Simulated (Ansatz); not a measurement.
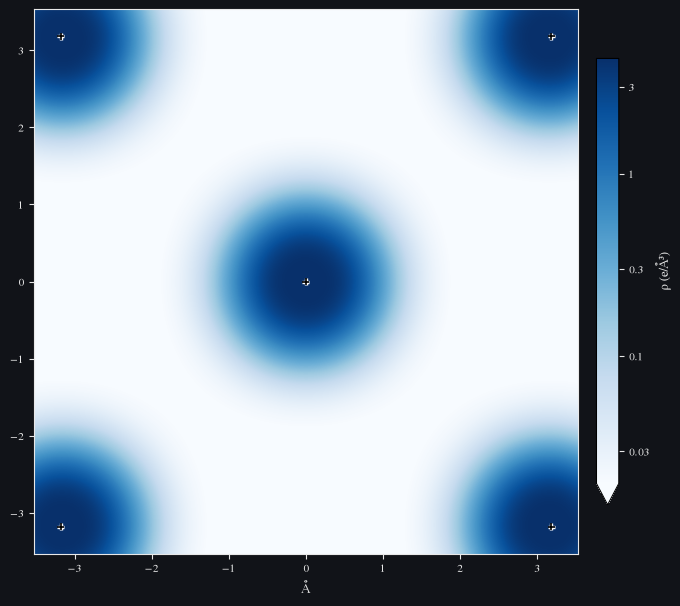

The valence electron density on a plane through atoms (crosses mark nuclei in the plane).

Theory: Ansatz, DFT, LDA, PAW with Ansatz's default frozen-core files, scalar-relativistic; relaxation of cell and atoms.

Candidates:
A. K, a = 6.36 Å, b = 6.36 Å, c = 6.36 Å, α = 90.00°, β = 90.00°, γ = 90.00°. Space group Fm-3m; computed without spin polarisation.
B. GaN, a = 3.09 Å, b = 3.09 Å, c = 4.55 Å, α = 90.00°, β = 90.00°, γ = 90.00°. Space group I-4m2; a structure from a database of computed crystals, not necessarily the ambient phase; changed on purpose from its base cell (in-plane strain -0.02, out-of-plane length and atoms relaxed by PAW); computed pressure about 4 GPa in this cell.

**Which system is this?**

Candidate A: K on the (010) plane of the conventional cell, which holds K. K–K (4.50 Å): ρ is about 0.02 e/Å³ halfway.
